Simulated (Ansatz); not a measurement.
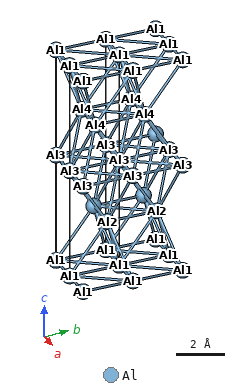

Starting structure of crystalline Al (set up in P6_3/mmc). Style: ball-and-stick. Shown: the cell of the calculation, repeated 2 × 2 × 1 with one cell outlined, slightly off an axis.

The calculation used DFT PBE, scalar-relativistic, plane waves, PAW in Ansatz.

The input:
```yaml
crystal:
  lattice:
    - [2.8270770242, 0.0, 0.0]
    - [-1.4135385121, 2.4483205214, 0.0]
    - [0.0, 0.0, 9.18599307]
  atoms:
    - { symbol: Al, position: [0.0, 0.0, 0.0] }
    - { symbol: Al, position: [0.33333333, 0.66666667, 0.25] }
    - { symbol: Al, position: [0.0, 0.0, 0.5] }
    - { symbol: Al, position: [0.66666667, 0.33333333, 0.75] }
basis:
  ecutwfc: 420
kpoints:
  mp_grid: { grid: [18, 18, 6] }
hamiltonian:
  xc: pbe
scf:
  occupations: { method: gaussian, width: 0.1 }
output:
  forces: true
  stress: true
  eigenvalues: true
relax:
  adjacent_minimum: "off"
  f_tol: 0.005
  max_steps: 80
  cell: { stress_tol: 0.05 }
```

Q: What does the optimiser find from here?

A: The energy falls by 7.2 meV per atom in 4 accepted moves (6 points after the start). All forces vanish by symmetry, so only the cell relaxes. The pressure goes from 3.42 to 0.00 GPa. The SCF was repeated twice at an unchanged geometry on a basis and grid sized afresh for the cell, which shifted the energy by 0.4 meV per atom at most. No atom moves by more than 0.005 Å relative to the cell. The volume changes by +4.1 %, with a = b 2.827 → 2.854 Å (+1.0 %), c 9.186 → 9.383 Å (+2.1 %). Near-neighbour distances that change, for instance: Al1–Al2 2.817 → 2.867 Å, Al1–Al1 2.827 → 2.854 Å. The space group stays P6_3/mmc (No. 194).

After the run, drawn alike:

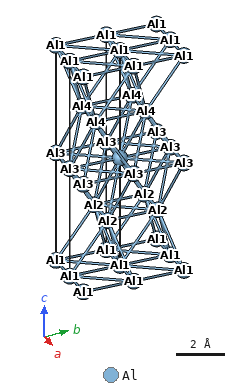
